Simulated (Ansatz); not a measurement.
**PtSe2 (slab): density, localisation and related maps**

Input file:

```
crystal:
  lattice:
    - [3.7070359042, 0.0, 0.0]
    - [-1.8535179521, 3.2103872658, 0.0]
    - [0.0, 0.0, 22.7981610971]
  atoms:
    - { symbol: Se, position: [0.6666666667, 0.3333333333, 0.1973843408] }
    - { symbol: Pt, position: [0.0, 0.0, 0.255623143] }
    - { symbol: Se, position: [0.3333333333, 0.6666666667, 0.313429376] }
    - { symbol: Se, position: [0.3333333333, 1.1666666667, 0.4498344597] }
    - { symbol: Pt, position: [1.0, 1.5, 0.5076405939] }
    - { symbol: Se, position: [0.6666666667, 0.8333333333, 0.5658791557] }
basis:
  ecutwfc: 420
kpoints:
  mp_grid: { grid: [9, 9, 1] }
hamiltonian:
  xc: pbe
  pseudopotentials: { kind: paw, azcp: { folder: soft_1 } }
  dispersion: d3bj
scf:
  occupations: { method: gaussian, width: 0.05 }
output:
  forces: true
  eigenvalues: true
  write_density: true
  write_potential: true
  elf: true
  volumetric_format: npy
relax:
  adjacent_minimum: "off"
  f_tol: 0.003
  max_steps: 20
  constraints: [{ site: 0 }, { sites: [1, 2, 3, 4, 5], fix: xy }]
efield:
  axis: 3
  dipole_correction: true
  ramp_width: 0.04
```

Run with:

```sh
ansatz run input.yaml --threads 1 --pin off --max-ram 3072MiB --backend cpu --events-out ev --progress --plain --runs-dir out
```

The fields are those of the run's last geometry, not of the input's.

A point of a scan over the structure, not its minimum; PAW files of the earlier set (soft_1).

Theory: DFT PBE+D3(BJ), scalar-relativistic, plane waves, PAW (Ansatz 0.2.0).

In a PAW calculation such maps are meaningful between the atoms, not at the nuclei.

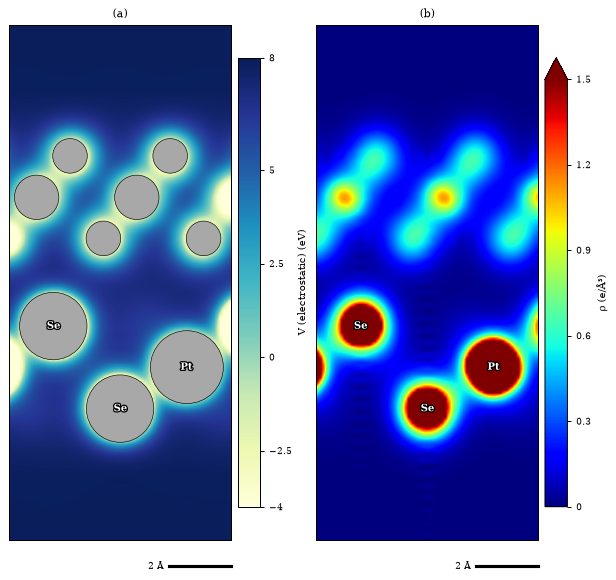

Figure 1. (a) electrostatic potential (local pseudopotential plus Hartree) felt by an electron; (b) valence pseudo-density on the (110) plane of the calculation cell, a cut from vacuum to vacuum. Grey discs cover the atomic cores in the potential map.

What do the fields say about this system?

The section cuts through Se and Pt sites.
Atoms just off the plane (Se, 0.9 Å away and Pt, 0.9 Å away) can leave unmarked features too.
Pt–Se (2.52 Å): ρ is about 0.57 e/Å³ halfway.
The density dies away to nearly zero in the vacuum.
Outside the cores the potential energy rises away from the atoms and is highest in the vacuum; its zero is arbitrary.

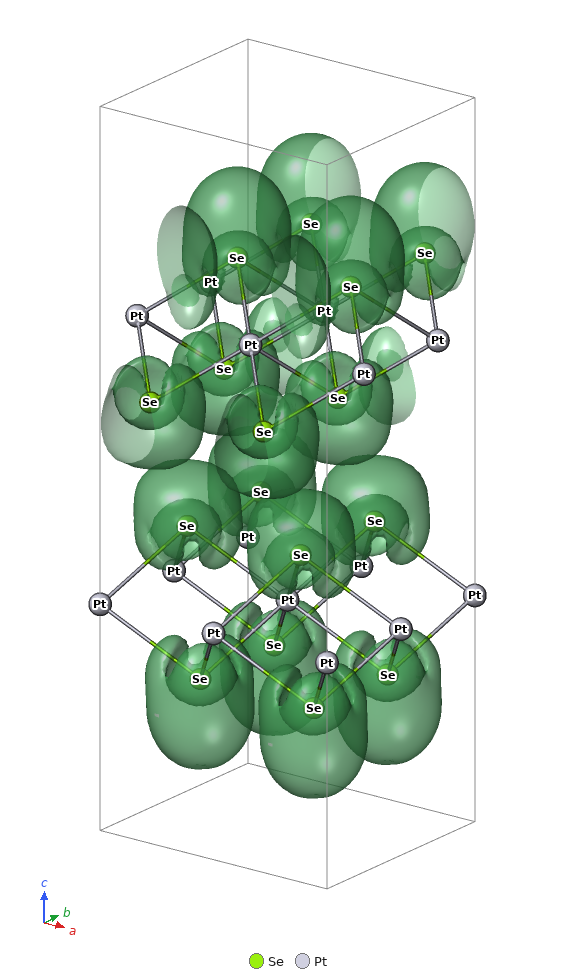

Figure 2. Isosurface of the ELF at 0.7 (green), seen slightly off an axis. Core shells and regions of very low density are left out. Sticks mark near contacts.

Describe the localisation domains.

The surface consists of four regions wrapped around Se (the valence shell of each), counted in one cell of 6 atoms. Counts are for one cell; the picture repeats the cell along the surface.


Pt–Se (2.51 Å): the ELF is about 0.50 at the midpoint.

Metal or insulator at this level of theory?

It is gapped, with a Kohn–Sham gap of 0.47 eV on the k-point mesh (the band edges may lie off the mesh, which would make the gap smaller).
